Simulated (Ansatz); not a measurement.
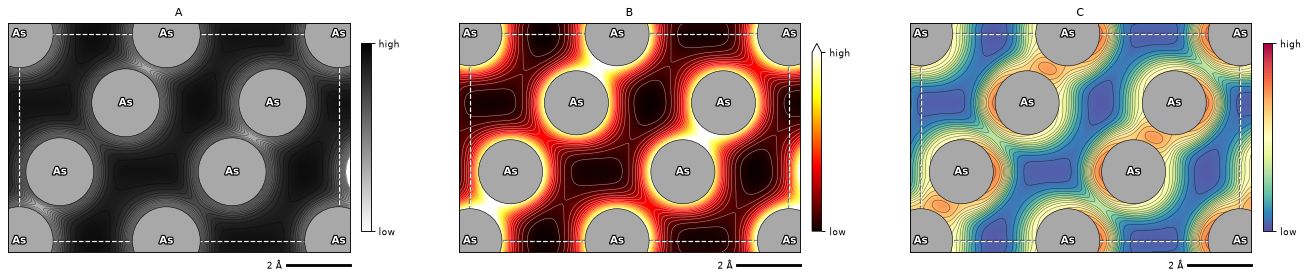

As: 3 fields on the (110) plane of the conventional cell, with unlabelled colour scales. Grey discs cover the atomic cores.

Space group R-3m.

Computed with DFT PBE+D3(BJ), scalar-relativistic, plane waves, PAW in Ansatz 0.2.0.

Input

```
crystal:
  lattice:
    - [1.8807968987, 1.0858785957, 3.5140619945]
    - [-1.8807968987, 1.0858785957, 3.5140619945]
    - [0.0, -2.1717571915, 3.5140619945]
  atoms:
    - { symbol: As, position: [0.774, 0.774, 0.774] }
    - { symbol: As, position: [0.226, 0.226, 0.226] }
basis:
  ecutwfc: 420
kpoints:
  mp_grid: { grid: [15, 15, 15] }
hamiltonian:
  xc: pbe
  dispersion: d3bj
scf:
  occupations: { method: gaussian, width: 0.1 }
output:
  forces: true
  stress: true
  eigenvalues: true
  write_density: true
  write_potential: true
  elf: true
  volumetric_format: npy
relax:
  adjacent_minimum: "off"
  f_tol: 0.005
  max_steps: 80
  cell: { stress_tol: 0.05 }
```

Launched as:

```sh
ansatz run input.yaml --threads 1 --pin off --max-ram 2560MiB --backend cpu --events-out ev --progress --plain --runs-dir out
```

Below, planes, directions and counts refer to the conventional cell (a = 3.78 Å, b = 3.78 Å, c = 10.11 Å, α = 90.00°, β = 90.00°, γ = 120.00°).

The fields are those of the relaxed geometry.

**Which field does each panel show? The fields are: electron localisation function, electrostatic potential energy of an electron and valence pseudo-density.**

Panel A: electrostatic potential energy of an electron (low next to the atoms, rising into the space between them). Panel B: valence pseudo-density. Panel C: electron localisation function. From the grid: As–As (2.53 Å): ρ is about 0.49 e/Å³ halfway; the ELF peaks at about 0.75 between the atoms.
